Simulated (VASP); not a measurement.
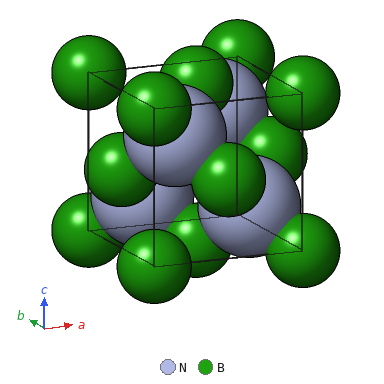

BN, zinc blende type, space group F-43m (No. 216), a = 3.626 Å, b = 3.626 Å, c = 3.626 Å, α = 90.00°, β = 90.00°, γ = 90.00°. The figure gives a space-filling picture of the atoms, viewed slightly off an axis. The parallelepiped is the conventional unit cell. The cell is a structure listed in the Materials Project.

One fixed geometry was run with a growing share of exact exchange in a hybrid functional. Alike in all runs: VASP 6.6.1; functional PBE0(alpha); VASP's PAW PBE potentials, release 64 (N, B); cutoff 520 eV; k mesh 7 × 7 × 7 on the run's cell of 2 atoms; occupations fermi-dirac, width 0.05 eV; no spin polarisation; no spin-orbit coupling.

| share of exact exchange | gap (eV) | pressure (GPa) |
| --- | --- | --- |
| 0.05 | 5.11 | -2.0 |
| 0.10 | 5.53 | -3.8 |
| 0.15 | ? | ? |
| 0.20 | 6.37 | -7.3 |
| 0.25 | 6.80 | -9.0 |
| 0.30 | 7.23 | -10.7 |
| 0.40 | 8.09 | -14.1 |
| 0.50 | 8.96 | -17.4 |

**How fast does the gap grow with the share, and what belongs in the row left out?**

The line is gap = 4.67 eV + 8.54 eV × share, which gives 5.96 eV at 0.15. The run gave 5.95 eV and a pressure of -5.5 GPa.

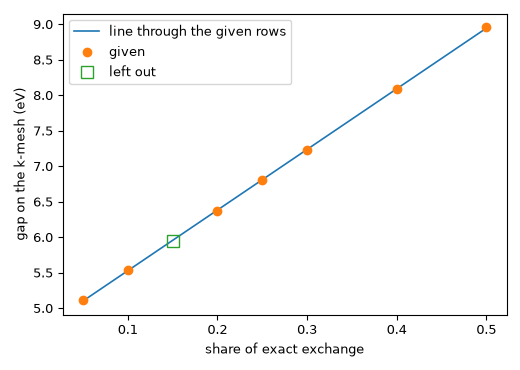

Gap against the share of exact exchange. Gaps are the least found on the k-mesh; a mesh with odd divisions misses some points on the zone boundary, so where the band edges lie there the true gap is smaller.

Caveat: the k mesh is coarse (spacing up to 0.43 Å⁻¹), so the values aren't converged, least of all with exact exchange; the PAW data sets were made with another functional, which shifts forces and pressure a little.
